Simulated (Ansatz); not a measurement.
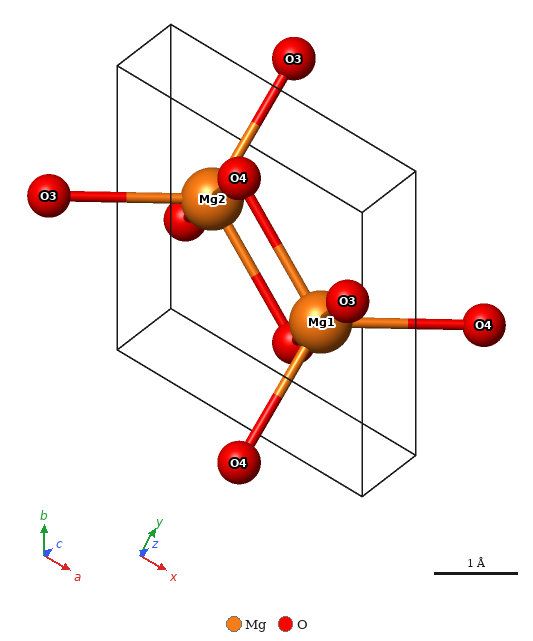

Solid MgO (P6_3/mmc): the cell is strained along x alone, with the atoms kept at their fractional coordinates. x, y and z are the Cartesian axes of the input. The picture shows the reference cell. Style: ball-and-stick. Shown: the cell of the calculation, along the c axis, with a slight tilt.

Level of theory: Ansatz, DFT LDA, scalar-relativistic, plane waves, PAW. Settings: plane-wave cutoff 420 eV; k-point mesh 6 × 6 × 6; occupations gaussian; smearing width 0.05 eV; no spin polarisation. Energies (free energies at the smearing named) are counted from the cell as listed in its source, which wasn't relaxed.

```xyz
4
Lattice="3.4864 0.0000 0.0000 -1.7432 3.0193 0.0000 0.0000 0.0000 4.1780" Properties=species:S:1:pos:R:3 pbc="T T T"
Mg    1.7432    1.0064    3.1335
Mg    0.0000    2.0129    1.0445
O     1.7432    1.0064    1.0445
O     0.0000    2.0129    3.1335
```

### Predict the energy profile (the strain: −0.0200, −0.0150, −0.0100, −0.0050, 0.0000, 0.0050, 0.0100, 0.0150, 0.0175, 0.0200).

| strain | ΔE (meV/atom) |
| --- | --- |
| −0.0200 | −2.1 |
| −0.0150 | −2.2 |
| −0.0100 | −1.9 |
| −0.0050 | −1.2 |
| 0.0000 | 0.0 |
| 0.0050 | 1.6 |
| 0.0100 | 3.5 |
| 0.0150 | 5.7 |
| 0.0175 | 7.0 |
| 0.0200 | 8.4 |

Of the computed points the lowest is at the strain −0.015, −2.2 meV/atom. At the ends of the scan the energy is −2.1 meV/atom (−0.02) and 8.4 meV/atom (0.02). The unrelaxed reference is under a pressure of −4.0 GPa, which tilts the curve. The distortion takes the space group from P6_3/mmc to Cmcm. At the strain −0.02 the cell of the drawing goes a 3.486 → 3.417 Å, b 3.486 → 3.469 Å, γ 120.0° → 119.5°.

As a plot:

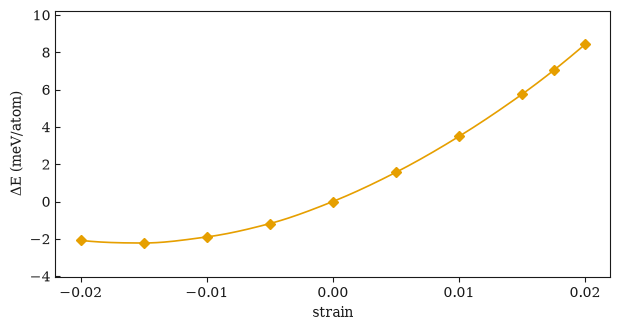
